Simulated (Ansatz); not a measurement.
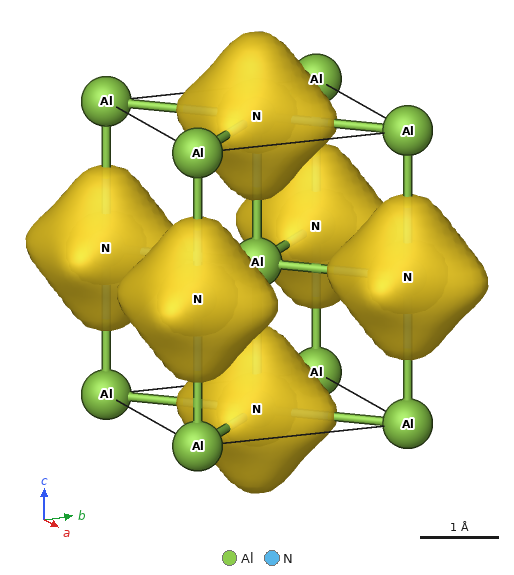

*AlN. Isosurface of the ELF at 0.75 (yellow), seen slightly off an axis. Only the valence region is drawn (cores and ρ < 0.01 e/Å³ removed). Sticks mark near contacts.*

Space group I4/mmm; started from the rocksalt prototype, which need not be the ambient phase; changed on purpose from its base cell (epitaxial xy strain +4.1%); computed pressure about −11 GPa in this cell.

All numbers below come from Ansatz 0.2.0, DFT, r2SCAN, plane waves, PAW.

Input file:

```
crystal:
  lattice:
    - [0.0, 2.101843958, 1.9618133969]
    - [2.101843958, 0.0, 1.9618133969]
    - [2.101843958, 2.101843958, 0.0]
  atoms:
    - { symbol: Al, position: [0.0, 0.0, 0.0] }
    - { symbol: "N", position: [0.5, 0.5, 0.5] }
kpoints:
  mp_grid: { grid: [10, 10, 10] }
  band_path:
    path:
      - [0.0, 0.0, 0.0]
      - [0.5, 0.0, 0.5]
      - [0.625, 0.25, 0.625]
      - [0.375, 0.375, 0.75]
      - [0.5, 0.5, 0.5]
      - [0.5, 0.25, 0.75]
      - [0.5, 0.5, 0.0]
    npoints: 1
hamiltonian:
  xc: r2scan
scf:
  occupations: { method: fixed }
  n_extra_bands: 4
output:
  forces: true
  stress: true
  eigenvalues: true
  write_density: true
  write_potential: true
  elf: true
  volumetric_format: npy
```

Command:

```sh
ansatz run input.yaml --threads 4 --pin off --max-ram 3686MiB --backend cpu --events-out ev --progress --plain --runs-dir out
```

Below, planes, directions and counts refer to the conventional cell (a = 2.97 Å, b = 2.97 Å, c = 3.92 Å, α = 90.00°, β = 90.00°, γ = 90.00°).

**Identify the bonds, lone pairs and shells in this picture.**

The surface consists of two regions on N in which the atom's valence shell and bonds are merged, counted in one cell of 4 atoms. Any copies at cell faces, edges or corners count once. Profiles from the grid: Al–N (1.96 Å): the ELF peaks at about 0.85 in the valence shell of N, 0.8 Å from its nucleus, and is about 0.80 at the midpoint. Al–N (2.10 Å): the ELF peaks at about 0.85 in the valence shell of N, 0.8 Å from its nucleus, and is about 0.80 at the midpoint.

**Does the calculation give a band gap?**

It is gapped, with a Kohn–Sham gap of 4.5 eV on the k-point mesh, an upper bound to the gap of this method.
